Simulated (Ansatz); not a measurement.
## Energy of AlNi along a strain of the cell

System: AlNi (2 atoms in the cell).
Method: DFT, PBE, PAW with Ansatz's default frozen-core files, scalar-relativistic, spin-polarised (Ansatz 0.2.0).

The 6 runs differ only in the geometry, by a strain of the cell at fixed fractional positions. Against run 4, the strain is εxx = −0.01 η, εxy = η, εxz = η, εyy = −0.01 η, εyz = η and εzz = −0.01 η. The structure derives from an entry of the Crystallography Open Database.

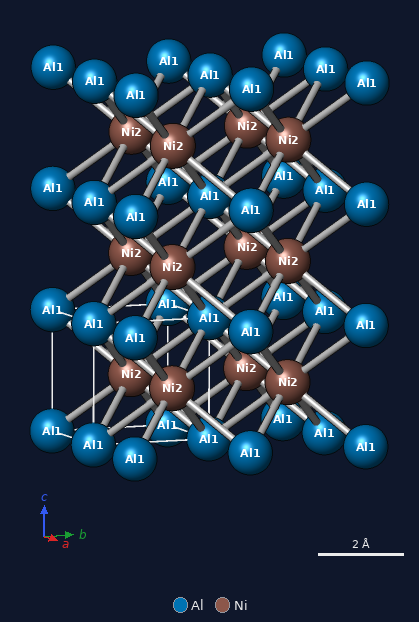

Figure 1. The structure of run 4 (ball-and-stick view of the cell of the calculation, repeated 2 × 2 × 3, seen slightly off an axis; atoms are numbered from 1 in the order of the input).

### Input of run 4
```yaml
crystal:
  lattice:
    - [2.881, 0.014405, 0.014405]
    - [0.014405, 2.881, 0.014405]
    - [0.014405, 0.014405, 2.881]
  atoms:
    - { symbol: Al, position: [0.0, 0.0, 0.0] }
    - { symbol: Ni, position: [0.5, 0.5, 0.5], spin: 1.5 }
magnetization:
  spin_polarized: true
kpoints:
  mp_grid: { grid: [13, 13, 13] }
scf:
  occupations: { method: fermi_dirac, width: 0.05 }
hamiltonian:
  xc: pbe
  pseudopotentials: { kind: paw }
output:
  forces: true
  stress: true
  eigenvalues: true
  efg: { contact_densities: true }
```

Command:
```bash
ansatz run input.yaml --threads 1 --pin off --max-ram 3072MiB --backend cpu --events-out ev --progress --plain --runs-dir out
```

Run 2 differs from it as follows:
```diff
-    - [2.881, 0.014405, 0.014405]
-    - [0.014405, 2.881, 0.014405]
-    - [0.014405, 0.014405, 2.881]
+    - [2.881, -0.02881, -0.02881]
+    - [-0.02881, 2.881, -0.02881]
+    - [-0.02881, -0.02881, 2.881]
```

### Results, with one run withheld

| run | strain parameter η (%) | free energy per atom, from the lowest run given (meV) | pressure (GPa) |
| --- | --- | --- | --- |
| 1 | −1.9901 | 12.28 | 2.54 |
| 2 | −1.4926 | ? | ? |
| 3 | −0.9951 | 0.06 | 2.02 |
| 4 | 0.0000 | 0.00 | 2.02 |
| 5 | 0.4975 | 4.11 | 2.19 |
| 6 | 0.9951 | 10.70 | 2.46 |

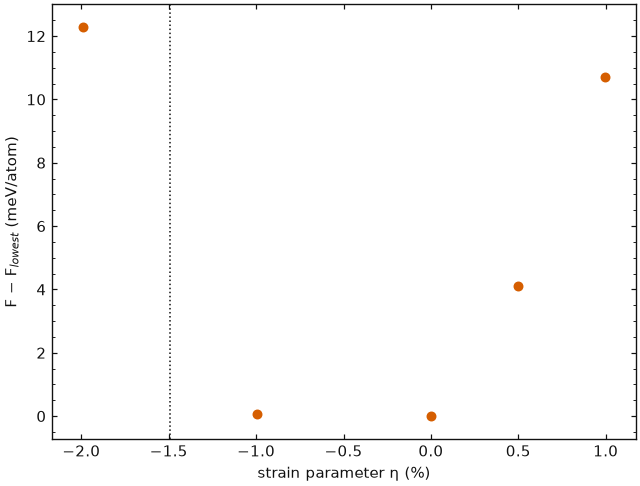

Figure 2. Free energy per atom of the runs given; the dotted line marks run 2.

Estimate the energy of run 2 from the others.

A cubic polynomial in the coordinate, fitted to the 5 runs given, misses them by at most 0.01 meV per atom. With x = η + 0.2985, it reads F = −1.1703 + 2.2853 x + 5.6419 x² − 0.24222 x³ (meV per atom). At run 2 it gives 4.56 meV per atom, and the run itself gives 4.57. The fit has its minimum at η = −0.4985 %.

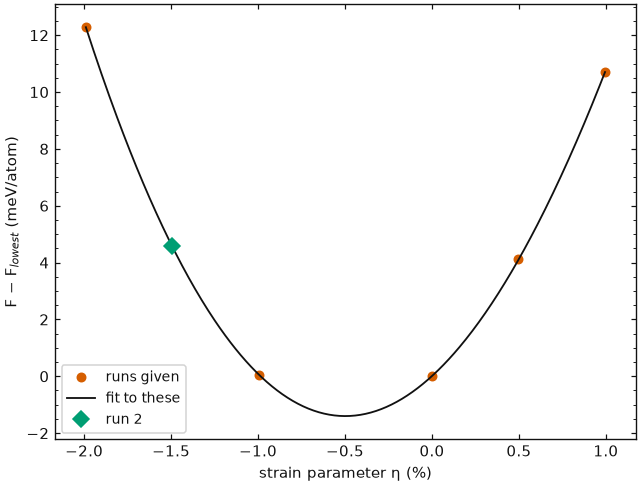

Figure 3. The fit and the withheld run.

### Output, shortened to warnings, some set-up lines, iterations and results (run 2)
```
WARN: the starting moments were not kept: the SCF closed with an absolute magnetisation of 1.6e-6 μB, where they sum to 1.5 μB in size (1 site). That is at most 0.1 of that sum. Measured as dr2_m measures the in/out step, that magnetisation stands 2.5e-12 eV from none, at or under the dr2_threshold of 1.0e-7 eV: it is no larger than a step whose dr2_m would equal this threshold. The system may …
Basis set: ecut = 420 eV, 461 PW (Γ), exchange–correlation on 40×40×40 points (8 copies of the dense FFT grid, shifted against one another)
Symmetry: 12 space group operations
k-points: 231 of 2197
Initial density: superposition of atomic densities (chi_scale 0.1, normalization cell)
[...]
SCF iter   1: F=—  HF=-6377.399526 eV  |F-HF|=—  |Δ(HF+E_count)|=         —  Δρ=1.37e-1 (↑1.37e-1 ↓8.70e-2)  dr2=5.92e-1  dr2_m=2.68e0  M=0.281 μB ∫|m|=0.351 μB  β_m=0.30  …
SCF iter   2: F=—  HF=-6377.289445 eV  |F-HF|=—  |Δ(HF+E_count)|=   1.10e-1  Δρ=1.14e-1 (↑7.55e-2 ↓1.14e-1)  dr2=4.52e-1  dr2_m=1.94e0  M=0.136 μB ∫|m|=0.189 μB  β_m=0.65  …
SCF iter   3: F=—  HF=-6378.459424 eV  |F-HF|=—  |Δ(HF+E_count)|=    1.17e0  Δρ=6.90e-2 (↑6.90e-2 ↓1.99e-2)  dr2=3.82e-1  dr2_m=4.17e-1  M=0.060 μB ∫|m|=0.098 μB  β_m=0.79  …
SCF iter   4: F=—  HF=-6378.536613 eV  |F-HF|=—  |Δ(HF+E_count)|=   7.72e-2  Δρ=1.92e-2 (↑1.92e-2 ↓3.42e-3)  dr2=4.63e-2  dr2_m=2.47e-2  M=-0.009 μB ∫|m|=0.011 μB  β_m=0.78  …
SCF iter   5: F=—  HF=-6378.525034 eV  |F-HF|=—  |Δ(HF+E_count)|=   1.16e-2  Δρ=6.10e-3 (↑5.02e-3 ↓6.10e-3)  dr2=1.98e-2  dr2_m=6.62e-5  M=0.000 μB ∫|m|=0.003 μB  β_m=0.89  …
SCF iter   6: F=—  HF=-6378.523452 eV  |F-HF|=—  |Δ(HF+E_count)|=   1.58e-3  Δρ=1.94e-3 (↑7.61e-4 ↓1.94e-3)  dr2=2.47e-4  dr2_m=3.96e-4  M=0.001 μB ∫|m|=0.003 μB  β_m=0.88  …
SCF iter   7: F=—  HF=-6378.523457 eV  |F-HF|=—  |Δ(HF+E_count)|=   5.46e-6  Δρ=5.02e-4 (↑2.70e-4 ↓5.02e-4)  dr2=1.00e-5  dr2_m=3.26e-5  M=0.000 μB ∫|m|=0.001 μB  β_m=0.94  …
SCF iter   8: F=—  HF=-6378.523483 eV  |F-HF|=—  |Δ(HF+E_count)|=   2.63e-5  Δρ=4.40e-5 (↑4.40e-5 ↓4.73e-6)  dr2=2.89e-7  dr2_m=1.17e-7  M=0.000 μB ∫|m|=0.000 μB  β_m=0.97  …
SCF iter   9: F=—  HF=-6378.523483 eV  |F-HF|=—  |Δ(HF+E_count)|=   4.78e-9  Δρ=6.94e-6 (↑6.94e-6 ↓5.81e-6)  dr2=2.85e-8  dr2_m=1.30e-10  M=-0.000 μB ∫|m|=0.000 μB  β_m=0.99  …
SCF iter  10: F=-6378.523483 eV  HF=-6378.523483 eV  |F-HF|=4.49e-10  |Δ(HF+E_count)|=   1.20e-9  Δρ=9.03e-7 (↑6.63e-7 ↓9.03e-7)  dr2=5.85e-10  dr2_m=5.39e-12  M=0.000 μB …
SCF 1 converged in 10 iterations: F = -6378.523483 eV  dr2 = 5.85e-10
WARN: the starting moments were not kept: the SCF closed with an absolute magnetisation of 1.6e-6 μB, where they sum to 1.5 μB in size (1 site). That is at most 0.1 of that sum. Measured as dr2_m measures the in/out step, that magnetisation stands 2.5e-12 eV from none, at or under the dr2_threshold …
SCF converged after 10 iterations
Magnetization: 0.0000 μB (10.5000 up, 10.5000 down)
Absolute magnetization: 0.0000 μB (∫|ρ↑−ρ↓|, with the PAW one-centre terms)
Spin contamination: 0.0000 ħ² per cell (⟨S²⟩ above its minimum at these occupations)
Per-site moments (μB) at R_I (Å): [(6.203493105840434e-8, 1.0086115068714747), (5.404534135678063e-7, 1.0086115068714747)]
Free energy (F): -6378.523483 eV
Harris-Foulkes:  -6378.523483 eV  (|F-HF|=4.49e-10)
Internal energy: -6378.518461 eV  (E = F + TS)
E sigma→0 (E₀):  -6378.520972 eV
Entropy (-TS):   -0.005023 eV (-2.511 meV/atom)
Fermi energy:    13.982979 eV
--- Per-component energies (eV) ---
  E_band       = -336.158512
  E_kinetic    = 311.090474
  E_local      = -4446.307812  (includes V_loc(G=0)·N_el)
  E_nonlocal   = 647.704325
  E_hartree    = 1913.499567
  E_xc         = -126.301960
  E_vxc        = -140.660623  (∫ρ·V_xc dr)
  E_paw        = -2100.343134  (= ΣΔE_a)
  E_vpaw       = -534.982389  (= ΣTr[D̂ρ^β])
[...]
```

The program warns: some starting moments were not kept.
